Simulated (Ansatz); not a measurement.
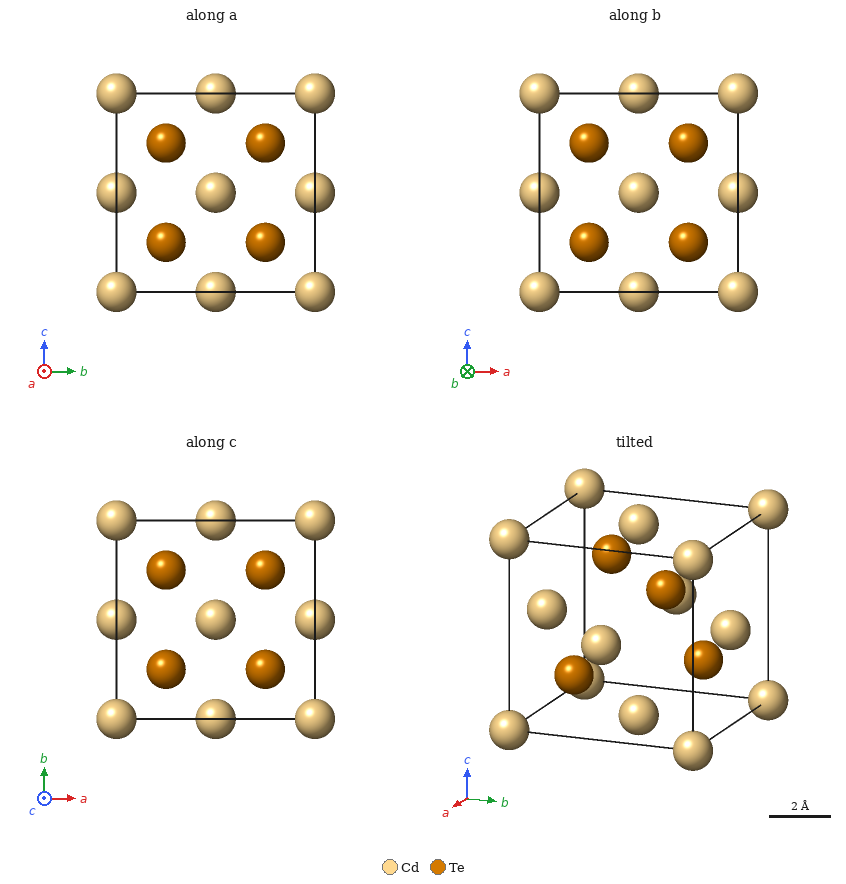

A spheres-only rendering, viewed along the a axis, along the b axis, along the c axis and slightly off an axis. Thin lines show the conventional unit cell, with boundary atoms drawn in all their periodic places.

Lattice parameters: a = 6.5599 Å, b = 6.5599 Å, c = 6.5599 Å, α = 90.000°, β = 90.000°, γ = 90.000°.

### Convert the drawing into a CIF in P1 with every atom of the cell.

```cif
data_structure
_symmetry_space_group_name_H-M 'P 1'
_symmetry_Int_Tables_number 1
_cell_length_a 6.5599
_cell_length_b 6.5599
_cell_length_c 6.5599
_cell_angle_alpha 90.000
_cell_angle_beta 90.000
_cell_angle_gamma 90.000
_cell_volume 282.29
loop_
_atom_site_label
_atom_site_type_symbol
_atom_site_fract_x
_atom_site_fract_y
_atom_site_fract_z
_atom_site_occupancy
Cd1 Cd 0.0000 0.0000 0.0000 1
Te1 Te 0.2500 0.2500 0.7500 1
Cd2 Cd 0.0000 0.5000 0.5000 1
Te2 Te 0.2500 0.7500 0.2500 1
Cd3 Cd 0.5000 0.0000 0.5000 1
Te3 Te 0.7500 0.2500 0.2500 1
Cd4 Cd 0.5000 0.5000 0.0000 1
Te4 Te 0.7500 0.7500 0.7500 1
```

The cell started as a structure type filled with these elements by a generator (whether the compound takes this form wasn't checked). Earlier steps of the study may have refined or changed the cell and positions. It was run through Ansatz as a DFT input.
